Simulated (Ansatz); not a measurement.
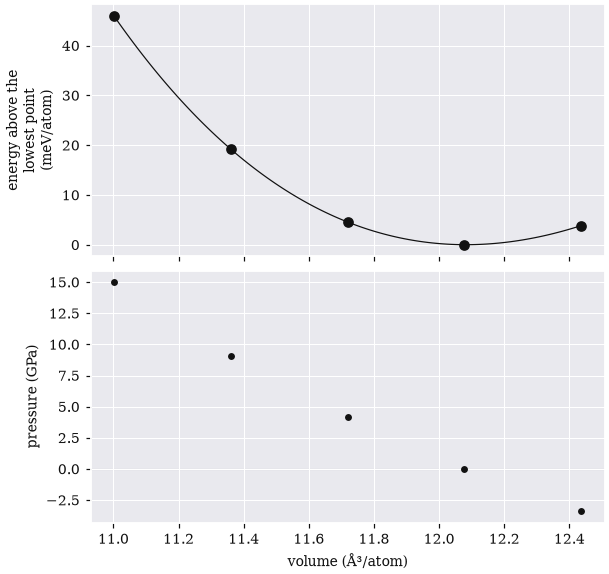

Plotted: energy above the lowest point and pressure against volume for Cu, space group Fm-3m (No. 225) (one of a set of cubic test structures, which need not be the stable phase).

Calculation (Ansatz 0.2.0 development build): equation of state of a cubic crystal from periodic Kohn-Sham density functional theory without spin, third-order Birch-Murnaghan fit to the free energies; pressure corrected for the finite basis. Level: HSE06.

- structure type: fcc
- atoms in cell: 1
- space group number: 225
- lattice centring: face-centred primitive
- k mesh: 6×6×6
- occupation method: Fermi–Dirac
- occupation width: 0.1 eV
- wave cutoff: 700 eV
- datasets: hand-made PAW
- density tolerance: 0 eV
- bands: 14
- density cutoff ratio: 4
- search for lower states: default
- exchange singularity: regularized

Question: What equilibrium volume and bulk modulus follow from the curve?

Answer: A third-order Birch–Murnaghan fit gives V0 = 12.08 Å³/atom, B0 = 126 GPa and B′ = 5.2.

Question: How does the pressure vary with volume?

Answer: It falls from 15.0 GPa at volume 11.00 Å³/atom to −3.4 GPa at 12.44 Å³/atom, and changes sign near 12.08 Å³/atom.

Limits of the calculation: coarse k-mesh, values are not converged in k.
